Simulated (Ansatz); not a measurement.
# Ti$_{3}$H: single-point calculation (part 1 of 2)

Ti$_{3}$H (slab, 4 atoms in the cell), computed with DFT PBE, scalar-relativistic, plane waves, PAW, PAW set soft_1, spin-polarised (Ansatz 0.2.0).

The structure derives from an entry of the Crystallography Open Database. Figures and captions count atoms from 1; the log counts them from 0 in places.

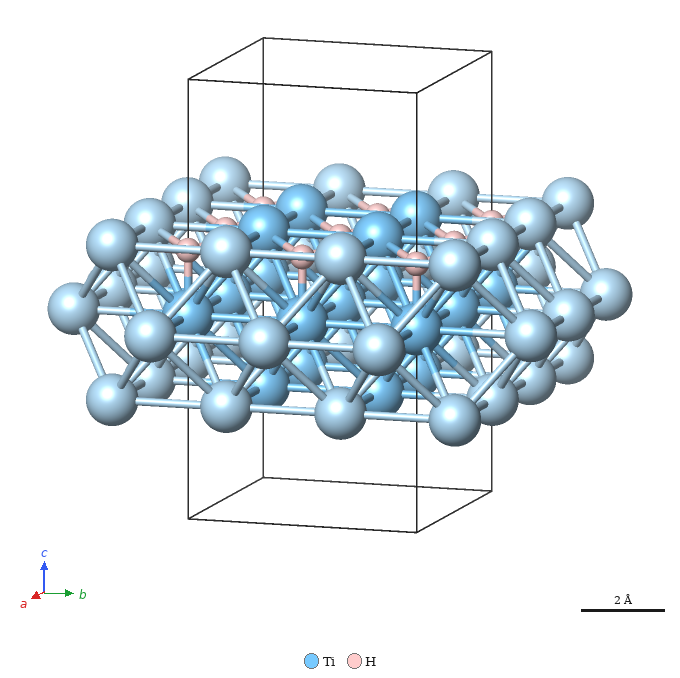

**Figure 1.** The structure as given in the input (ball-and-stick view of the 2 × 2 repeat of the cell, with the vacuum cut short, seen slightly off an axis; neighbours outside the cell are drawn fainter). An atom can appear more than once, as a periodic image. Near neighbours in the periodic cell (some may lie outside the picture): Ti has 8 Ti at 2.80 to 2.91 Å; Ti has 1 H at 1.60 Å and 12 Ti at 2.80 to 2.91 Å; Ti has 4 H at 2.08 Å and 8 Ti at 2.80 to 2.91 Å; H has 5 Ti at 1.60 to 2.08 Å.

### The input
```yaml
crystal:
  lattice:
    - [2.9075446931, 0.0, 0.0]
    - [0.0, 2.9075446931, 0.0]
    - [0.0, 0.0, 20.8059825779]
  atoms:
    - { symbol: Ti, position: [0.5, 0.5, 0.1922523959] }
    - { symbol: Ti, position: [0.0, 0.0, 0.2837148153] }
    - { symbol: Ti, position: [0.5, 0.5, 0.3751797133] }
    - { symbol: H, position: [1.0, 1.0, 0.3607607836], spin: 1.0 }
basis:
  ecutwfc: 420
kpoints:
  mp_grid: { grid: [9, 9, 1] }
hamiltonian:
  xc: pbe
  pseudopotentials: { kind: paw, azcp: { folder: soft_1 } }
scf:
  occupations: { method: gaussian, width: 0.1 }
output:
  forces: true
  eigenvalues: true
  populations: true
  write_density: true
  write_potential: true
  elf: true
  volumetric_format: npy
magnetization:
  spin_polarized: true
efield:
  axis: 3
  dipole_correction: true
  ramp_width: 0.04
```

Launch command:
```bash
ansatz run input.yaml --threads 1 --pin off --max-ram 3072MiB --backend cpu --events-out ev --progress --plain --runs-dir out
```

### Output
```
Engine: ansatz 0.2.0, aarch64-unknown-linux-gnu
Pseudopotentials: kind: paw
Pseudopotential: Ti, paw, valence charge 12, recommended cutoff 420 eV (normal), [file]
Pseudopotential: H, paw, valence charge 1, recommended cutoff 420 eV (normal), [file]
Functional definition: PBE
  parameter kappa = 0.804
  parameter beta = 0.06672455060314922
  exchange = pbe_x(kappa = kappa, mu = beta*pi^2/3)
  correlation = pbe_c(beta = beta)
Crystal: 4 atoms, lattice volume = 175.890 Å³
Basis set: ecut = 420 eV, 3401 PW (Γ), exchange–correlation on 40×40×288 points (8 copies of the dense FFT grid, shifted against one another)
Bands: 23, of which v1, the nominal top of the filled ones, is band 19 counted from 1 (18 counted from 0)
Symmetry: 8 space group operations
k-points: 15 of 81
Non-local potential: Ti, projectors of the file, l = 0: 3, l = 1: 2, l = 2: 3, l = 3: 1
Non-local potential: H, projectors of the file, l = 0: 2, l = 1: 1
PAW form: soft (Blöchl's): semilocal exchange-correlation on the pseudo side does not see the compensation charge
PAW one-centre angular grid: Ti, 590 points (default); XC on 64 Gauss nodes
PAW one-centre angular grid: H, 110 points (default); XC on 64 Gauss nodes
Initial density: superposition of atomic densities (neutral atoms: chi_scale 0, normalization atom)
Starting moments: Σ|m| = 1 μB on 1 of 4 sites
Initial wavefunctions: pseudopotential atomic-orbital guess
Functional: x = pbe(κ = 0.804, μ = 0.2195149727645171), c = pbe(β = 0.06672455060314922)
SCF iter   1: F=—  HF=-7517.764885 eV  |F-HF|=—  |Δ(HF+E_count)|=         —  Δρ=4.15e-2 (↑3.60e-2 ↓4.15e-2)  dr2=5.45e1  dr2_m=2.43e-1  M=0.163 μB ∫|m|=0.234 μB  β_m=0.30  ethr=3.10e-3  p=-0.000 e·Å  D=-6.92e-7 V/Å  ΔV_dip=0.00 eV  dr2_dipole=4.89e-2  V_vac-E_F(+/−)=8.12/8.12 eV  ⟨swp⟩=8.4  Hψ=3820  notcnv=0
efield: sawtooth ramp at fractional position 0.7637 (placed from the atoms, in the widest stretch of the axis that holds none; the zero of the levels goes with the place), width 0.0400; the density the first Hamiltonian is built on has a dipole p = -0.000 e·Å; the dipole correction subtracts the counter field D = -6.92e-7 V/Å, which shifts the + side's vacuum level by +0.00 eV against the − side's; the planar-averaged density in the ramp window peaks in size at 1.9e-6 e/Å³
preconditioner: auto → LDOS  [metal: Δε(μ)=0.019 eV  Ē_g=4.034 eV  σ=0.100 eV  W_gap=0.11  n_scr=12 (ndim 8)  ℏωp=10.1 eV  f_vac=0.595  D(μ)=2.61/eV (n_scr^D=10)]
spin=Collinear: LDOS preconditioning applied to the charge; magnetization (m = ρ↑ − ρ↓) channel mixes plain (no charge-response kernel on spin).
SCF iter   2: F=—  HF=-7513.433735 eV  |F-HF|=—  |Δ(HF+E_count)|=    4.33e0  Δρ=2.03e-2 (↑1.27e-2 ↓2.03e-2)  dr2=3.77e0  dr2_m=1.71e-1  M=0.054 μB ∫|m|=0.149 μB  β_m=0.30  ethr=3.10e-3  p=0.047 e·Å  D=4.85e-2 V/Å  ΔV_dip=-1.01 eV  dr2_dipole=1.37e0  V_vac-E_F(+/−)=3.41/4.42 eV  ⟨swp⟩=3.9  Hψ=1794  notcnv=0  κ⁻¹=1.0e0(r=1)
SCF iter   3: F=—  HF=-7513.293134 eV  |F-HF|=—  |Δ(HF+E_count)|=   1.41e-1  Δρ=1.36e-2 (↑8.07e-3 ↓1.36e-2)  dr2=8.26e-1  dr2_m=1.03e-1  M=0.040 μB ∫|m|=0.106 μB  β_m=0.30  ethr=3.10e-3  p=-0.013 e·Å  D=-1.34e-2 V/Å  ΔV_dip=0.28 eV  dr2_dipole=1.46e-1  V_vac-E_F(+/−)=4.43/4.15 eV  ⟨swp⟩=2.2  Hψ=1047  notcnv=0  κ⁻¹=3.6e-2(r=2)
SCF iter   4: F=—  HF=-7513.293823 eV  |F-HF|=—  |Δ(HF+E_count)|=   6.89e-4  Δρ=7.91e-3 (↑6.47e-3 ↓7.91e-3)  dr2=3.78e-1  dr2_m=6.15e-2  M=0.049 μB ∫|m|=0.074 μB  β_m=0.30  ethr=2.23e-3  p=-0.043 e·Å  D=-4.45e-2 V/Å  ΔV_dip=0.93 eV  dr2_dipole=1.30e-1  V_vac-E_F(+/−)=4.56/3.64 eV  ⟨swp⟩=2.1  Hψ=1040  notcnv=0  κ⁻¹=1.9e-3(r=3)
SCF iter   5: F=—  HF=-7513.333187 eV  |F-HF|=—  |Δ(HF+E_count)|=   3.94e-2  Δρ=6.72e-3 (↑4.76e-3 ↓6.72e-3)  dr2=1.35e-1  dr2_m=3.41e-2  M=0.029 μB ∫|m|=0.063 μB  β_m=0.30  ethr=1.02e-3  p=-0.037 e·Å  D=-3.80e-2 V/Å  ΔV_dip=0.79 eV  dr2_dipole=2.99e-2  V_vac-E_F(+/−)=4.52/3.73 eV  ⟨swp⟩=1.7  Hψ=883  notcnv=0  κ⁻¹=5.0e-5(r=4)
SCF iter   6: F=—  HF=-7513.360788 eV  |F-HF|=—  |Δ(HF+E_count)|=   2.76e-2  Δρ=3.92e-3 (↑3.92e-3 ↓3.55e-3)  dr2=3.26e-2  dr2_m=1.99e-2  M=0.016 μB ∫|m|=0.054 μB  β_m=0.33  ethr=3.66e-4  p=-0.038 e·Å  D=-3.93e-2 V/Å  ΔV_dip=0.82 eV  dr2_dipole=8.31e-3  V_vac-E_F(+/−)=4.61/3.79 eV  ⟨swp⟩=2.0  Hψ=978  notcnv=0
Mixer restart at iter 6: flushing history
spin-set hold released at iteration 6 (site moments contracting): the magnetisation degrees of freedom join the quasi-Newton model from the next iteration; the mixer history was flushed
SCF iter   7: F=—  HF=-7513.372941 eV  |F-HF|=—  |Δ(HF+E_count)|=   1.22e-2  Δρ=2.85e-3 (↑2.85e-3 ↓2.65e-3)  dr2=1.60e-2  dr2_m=1.07e-2  M=0.005 μB ∫|m|=0.046 μB  β_m=0.65  ethr=8.82e-5  p=-0.037 e·Å  D=-3.83e-2 V/Å  ΔV_dip=0.80 eV  dr2_dipole=3.65e-3  V_vac-E_F(+/−)=4.58/3.78 eV  ⟨swp⟩=1.7  Hψ=855  notcnv=0
density mixer auto → msr1: a metal under ldos (density of states about μ 2.86 of a free-electron gas's, 12 screened modes)
SCF iter   8: F=—  HF=-7513.388577 eV  |F-HF|=—  |Δ(HF+E_count)|=   1.56e-2  Δρ=4.06e-4 (↑4.05e-4 ↓4.06e-4)  dr2=1.66e-3  dr2_m=9.75e-5  M=-0.027 μB ∫|m|=0.035 μB  β_m=0.66  ethr=4.34e-5  p=-0.037 e·Å  D=-3.77e-2 V/Å  ΔV_dip=0.78 eV  dr2_dipole=2.24e-4  V_vac-E_F(+/−)=4.54/3.75 eV  ⟨swp⟩=2.0  Hψ=868  notcnv=0
SCF iter   9: F=—  HF=-7513.388935 eV  |F-HF|=—  |Δ(HF+E_count)|=   3.58e-4  Δρ=2.61e-4 (↑2.49e-4 ↓2.61e-4)  dr2=2.72e-4  dr2_m=5.61e-5  M=-0.040 μB ∫|m|=0.045 μB  β_m=0.83  ethr=4.50e-6  p=-0.037 e·Å  D=-3.79e-2 V/Å  ΔV_dip=0.79 eV  dr2_dipole=5.27e-6  V_vac-E_F(+/−)=4.53/3.74 eV  ⟨swp⟩=2.0  Hψ=1020  notcnv=0
SCF iter  10: F=—  HF=-7513.389397 eV  |F-HF|=—  |Δ(HF+E_count)|=   4.62e-4  Δρ=3.52e-4 (↑3.34e-4 ↓3.52e-4)  dr2=1.57e-5  dr2_m=1.86e-4  M=-0.087 μB ∫|m|=0.095 μB  β_m=0.92  ethr=7.36e-7  p=-0.038 e·Å  D=-3.92e-2 V/Å  ΔV_dip=0.82 eV  dr2_dipole=2.40e-7  V_vac-E_F(+/−)=4.53/3.71 eV  ⟨swp⟩=2.4  Hψ=945  notcnv=0
SCF iter  11: F=-7513.391161 eV  HF=-7513.390643 eV  |F-HF|=5.19e-4  |Δ(HF+E_count)|=   1.25e-3  Δρ=6.98e-4 (↑6.98e-4 ↓6.87e-4)  dr2=3.13e-4  dr2_m=7.50e-4  M=-0.181 μB ∫|m|=0.199 μB  β_m=0.78  ethr=4.25e-8  p=-0.039 e·Å  D=-3.98e-2 V/Å  ΔV_dip=0.83 eV  dr2_dipole=4.27e-5  V_vac-E_F(+/−)=4.53/3.70 eV  ⟨swp⟩=4.1  Hψ=1553  notcnv=0
SCF iter  12: F=-7513.394063 eV  HF=-7513.393793 eV  |F-HF|=2.70e-4  |Δ(HF+E_count)|=   3.15e-3  Δρ=1.10e-3 (↑1.06e-3 ↓1.10e-3)  dr2=1.37e-3  dr2_m=1.77e-3  M=-0.306 μB ∫|m|=0.338 μB  β_m=0.81  ethr=4.25e-8  p=-0.039 e·Å  D=-4.04e-2 V/Å  ΔV_dip=0.84 eV  dr2_dipole=3.57e-4  V_vac-E_F(+/−)=4.54/3.70 eV  ⟨swp⟩=4.3  Hψ=1740  notcnv=0
SCF iter  13: F=-7513.397669 eV  HF=-7513.400963 eV  |F-HF|=3.29e-3  |Δ(HF+E_count)|=   7.17e-3  Δρ=1.24e-3 (↑1.10e-3 ↓1.24e-3)  dr2=4.48e-3  dr2_m=2.07e-3  M=-0.492 μB ∫|m|=0.552 μB  β_m=0.91  ethr=4.25e-8  p=-0.040 e·Å  D=-4.10e-2 V/Å  ΔV_dip=0.85 eV  dr2_dipole=1.35e-3  V_vac-E_F(+/−)=4.56/3.71 eV  ⟨swp⟩=5.2  Hψ=1900  notcnv=0
SCF iter  14: F=-7513.390041 eV  HF=-7513.389772 eV  |F-HF|=2.68e-4  |Δ(HF+E_count)|=   1.12e-2  Δρ=4.91e-4 (↑4.91e-4 ↓4.40e-4)  dr2=1.24e-4  dr2_m=3.41e-4  M=-0.123 μB ∫|m|=0.136 μB  β_m=0.91  ethr=4.25e-8  p=-0.038 e·Å  D=-3.92e-2 V/Å  ΔV_dip=0.82 eV  dr2_dipole=1.61e-5  V_vac-E_F(+/−)=4.53/3.71 eV  ⟨swp⟩=5.4  Hψ=2046  notcnv=0  recentre
SCF iter  15: F=-7513.397024 eV  HF=-7513.395207 eV  |F-HF|=1.82e-3  |Δ(HF+E_count)|=   5.43e-3  Δρ=1.08e-3 (↑1.08e-3 ↓1.04e-3)  dr2=2.05e-4  dr2_m=1.74e-3  M=-0.350 μB ∫|m|=0.394 μB  β_m=0.91  ethr=4.25e-8  p=-0.038 e·Å  D=-3.89e-2 V/Å  ΔV_dip=0.81 eV  dr2_dipole=1.26e-8  V_vac-E_F(+/−)=4.55/3.74 eV  ⟨swp⟩=5.0  Hψ=1831  notcnv=0  recentre
SCF iter  16: F=-7513.401718 eV  HF=-7513.406010 eV  |F-HF|=4.29e-3  |Δ(HF+E_count)|=   1.08e-2  Δρ=4.53e-4 (↑3.87e-4 ↓4.53e-4)  dr2=3.37e-3  dr2_m=1.80e-4  M=-0.656 μB ∫|m|=0.775 μB  β_m=0.78  ethr=4.25e-8  p=-0.035 e·Å  D=-3.65e-2 V/Å  ΔV_dip=0.76 eV  dr2_dipole=1.45e-3  V_vac-E_F(+/−)=4.61/3.85 eV  ⟨swp⟩=5.7  Hψ=2196  notcnv=0
SCF iter  17: F=-7513.403703 eV  HF=-7513.402568 eV  |F-HF|=1.13e-3  |Δ(HF+E_count)|=   3.44e-3  Δρ=8.45e-4 (↑8.30e-4 ↓8.45e-4)  dr2=9.81e-5  dr2_m=1.12e-3  M=-0.523 μB ∫|m|=0.611 μB  β_m=0.89  ethr=4.25e-8  p=-0.035 e·Å  D=-3.61e-2 V/Å  ΔV_dip=0.75 eV  dr2_dipole=9.38e-6  V_vac-E_F(+/−)=4.58/3.83 eV  ⟨swp⟩=5.2  Hψ=1873  notcnv=0
SCF iter  18: F=-7513.405269 eV  HF=-7513.405908 eV  |F-HF|=6.39e-4  |Δ(HF+E_count)|=   3.34e-3  Δρ=3.46e-4 (↑3.46e-4 ↓2.47e-4)  dr2=6.13e-4  dr2_m=1.27e-4  M=-0.680 μB ∫|m|=0.823 μB  β_m=0.72  ethr=4.25e-8  p=-0.032 e·Å  D=-3.29e-2 V/Å  ΔV_dip=0.68 eV  dr2_dipole=2.35e-4  V_vac-E_F(+/−)=4.61/3.93 eV  ⟨swp⟩=5.1  Hψ=1903  notcnv=0
SCF iter  19: F=-7513.403162 eV  HF=-7513.399836 eV  |F-HF|=3.33e-3  |Δ(HF+E_count)|=   6.07e-3  Δρ=1.46e-3 (↑1.46e-3 ↓1.41e-3)  dr2=2.04e-4  dr2_m=3.31e-3  M=-0.759 μB ∫|m|=0.961 μB  β_m=0.72  ethr=4.25e-8  p=-0.029 e·Å  D=-2.94e-2 V/Å  ΔV_dip=0.61 eV  dr2_dipole=4.93e-6  V_vac-E_F(+/−)=4.63/4.02 eV  ⟨swp⟩=5.1  Hψ=1967  notcnv=0  recentre
SCF iter  20: F=-7513.405995 eV  HF=-7513.406085 eV  |F-HF|=8.91e-5  |Δ(HF+E_count)|=   6.25e-3  Δρ=2.11e-4 (↑1.82e-4 ↓2.11e-4)  dr2=1.07e-4  dr2_m=6.09e-5  M=-0.631 μB ∫|m|=0.762 μB  β_m=0.74  ethr=4.25e-8  p=-0.033 e·Å  D=-3.35e-2 V/Å  ΔV_dip=0.70 eV  dr2_dipole=4.41e-5  V_vac-E_F(+/−)=4.60/3.90 eV  ⟨swp⟩=5.3  Hψ=1988  notcnv=0
SCF iter  21: F=-7513.406157 eV  HF=-7513.406186 eV  |F-HF|=2.91e-5  |Δ(HF+E_count)|=   1.02e-4  Δρ=1.04e-4 (↑8.83e-5 ↓1.04e-4)  dr2=3.28e-5  dr2_m=1.43e-5  M=-0.641 μB ∫|m|=0.779 μB  β_m=0.76  ethr=4.25e-8  p=-0.032 e·Å  D=-3.31e-2 V/Å  ΔV_dip=0.69 eV  dr2_dipole=1.24e-5  V_vac-E_F(+/−)=4.60/3.91 eV  ⟨swp⟩=3.1  Hψ=1369  notcnv=0
SCF iter  22: F=-7513.406189 eV  HF=-7513.406198 eV  |F-HF|=8.47e-6  |Δ(HF+E_count)|=   1.17e-5  Δρ=7.95e-5 (↑7.35e-5 ↓7.95e-5)  dr2=1.38e-5  dr2_m=9.18e-6  M=-0.643 μB ∫|m|=0.783 μB  β_m=0.84  ethr=4.25e-8  p=-0.032 e·Å  D=-3.31e-2 V/Å  ΔV_dip=0.69 eV  dr2_dipole=5.01e-6  V_vac-E_F(+/−)=4.60/3.91 eV  ⟨swp⟩=2.0  Hψ=839  notcnv=0
SCF iter  23: F=-7513.406209 eV  HF=-7513.406212 eV  |F-HF|=3.62e-6  |Δ(HF+E_count)|=   1.44e-5  Δρ=3.93e-5 (↑3.76e-5 ↓3.93e-5)  dr2=4.44e-6  dr2_m=2.30e-6  M=-0.647 μB ∫|m|=0.788 μB  β_m=0.85  ethr=3.74e-8  p=-0.032 e·Å  D=-3.29e-2 V/Å  ΔV_dip=0.68 eV  dr2_dipole=1.96e-6  V_vac-E_F(+/−)=4.60/3.92 eV  ⟨swp⟩=2.1  Hψ=856  notcnv=0
SCF iter  24: F=-7513.406216 eV  HF=-7513.406217 eV  |F-HF|=4.98e-7  |Δ(HF+E_count)|=   4.31e-6  Δρ=1.43e-5 (↑1.28e-5 ↓1.43e-5)  dr2=6.80e-7  dr2_m=2.85e-7  M=-0.650 μB ∫|m|=0.792 μB  β_m=0.93  ethr=1.20e-8  p=-0.032 e·Å  D=-3.28e-2 V/Å  ΔV_dip=0.68 eV  dr2_dipole=1.80e-7  V_vac-E_F(+/−)=4.60/3.92 eV  ⟨swp⟩=2.5  Hψ=894  notcnv=0
SCF iter  25: F=-7513.406217 eV  HF=-7513.406217 eV  |F-HF|=8.74e-9  |Δ(HF+E_count)|=   5.55e-7  Δρ=1.71e-6 (↑1.14e-6 ↓1.71e-6)  dr2=1.19e-8  dr2_m=1.52e-9  M=-0.651 μB ∫|m|=0.794 μB  β_m=0.87  ethr=2.70e-10  p=-0.032 e·Å  D=-3.27e-2 V/Å  ΔV_dip=0.68 eV  dr2_dipole=1.89e-9  V_vac-E_F(+/−)=4.60/3.92 eV  ⟨swp⟩=12.2  Hψ=6082  notcnv=0
SCF iter  26: F=-7513.406217 eV  HF=-7513.406217 eV  |F-HF|=3.75e-9  |Δ(HF+E_count)|=  1.55e-11  Δρ=1.01e-6 (↑1.01e-6 ↓1.01e-6)  dr2=5.47e-9  dr2_m=1.42e-9  M=-0.651 μB ∫|m|=0.794 μB  β_m=0.93  ethr=3.23e-11  p=-0.032 e·Å  D=-3.27e-2 V/Å  ΔV_dip=0.68 eV  dr2_dipole=1.30e-9  V_vac-E_F(+/−)=4.60/3.92 eV  ⟨swp⟩=8.6  Hψ=3911  notcnv=0
SCF iter  27: F=-7513.406217 eV  HF=-7513.406217 eV  |F-HF|=2.82e-10  |Δ(HF+E_count)|=   3.27e-9  Δρ=5.16e-7 (↑4.08e-7 ↓5.16e-7)  dr2=7.63e-10  dr2_m=3.00e-10  M=-0.651 μB ∫|m|=0.794 μB  β_m=0.97  ethr=1.48e-11  p=-0.032 e·Å  D=-3.27e-2 V/Å  ΔV_dip=0.68 eV  dr2_dipole=1.87e-10  V_vac-E_F(+/−)=4.60/3.92 eV  ⟨swp⟩=8.2  Hψ=3595  notcnv=0
SCF iter  28: F=-7513.406217 eV  HF=-7513.406217 eV  |F-HF|=1.55e-11  |Δ(HF+E_count)|=  9.05e-10  Δρ=1.66e-7 (↑1.64e-7 ↓1.66e-7)  dr2=8.65e-11  dr2_m=2.69e-11  M=-0.651 μB ∫|m|=0.794 μB  ethr=2.06e-12  p=-0.032 e·Å  D=-3.27e-2 V/Å  ΔV_dip=0.68 eV  dr2_dipole=8.99e-12  V_vac-E_F(+/−)=4.60/3.92 eV  ⟨swp⟩=7.9  Hψ=3447  notcnv=0
SCF 1 converged in 28 iterations: F = -7513.406217 eV  dr2 = 8.65e-11
  greatest PAW one-centre occupation: 0.999 electrons in one spin orbital (limit 2), on the Ti atom at site 1 (counted from 0), in its partial waves of l = 0
```
